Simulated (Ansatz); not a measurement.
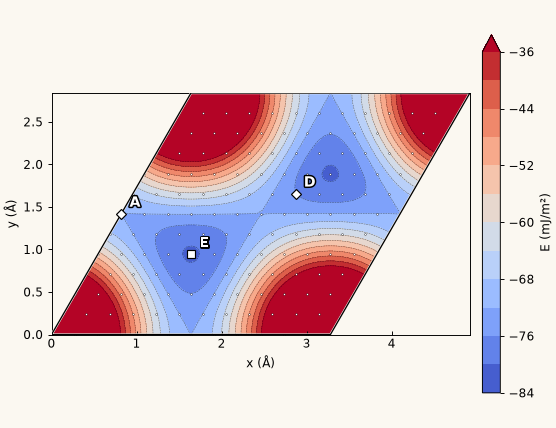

WSe2 (P-6m2, No. 187; 6 atoms in the cell). 
- Gamma surface: rigid slide across a plane, one fault a cell; the plane is (0 0 1) of the conventional cell, and the faces at the cut hold Se and Se.
- Places are given modulo a cell vector. The map is drawn in real space over the plane of the slide.
- Nothing is relaxed (rigid halves, spacing across the cut fixed).
- The scan uses a 12 × 12 grid; 19 points were computed and 125 follow by symmetry.
- All energies are given in mJ/m² relative to the perfect crystal.
- All numbers below come from Ansatz 0.2.0, DFT PBE+D3(BJ), scalar-relativistic, plane waves, PAW. Settings: cutoff 420 eV, k-mesh 9×9×2 in the order of the run's cell vectors, gaussian smearing 0.05 eV, no spin polarisation.

The picture shows filled contours, dots at the grid points, the outline of one cell of the plane, one colour for all values above the top of the scale, lettered points. Between grid points the surface is interpolated.

### Is D the lowest point of the computed grid?

No. D lies 4.5 mJ/m² above the lowest grid point, which is at (4/12, 4/12) of the cell vectors.

### Rank the lettered points by energy, lowest first.

E (−80 mJ/m²), D (−76 mJ/m²), A (−72 mJ/m²).

PAW datasets: the set soft_1.
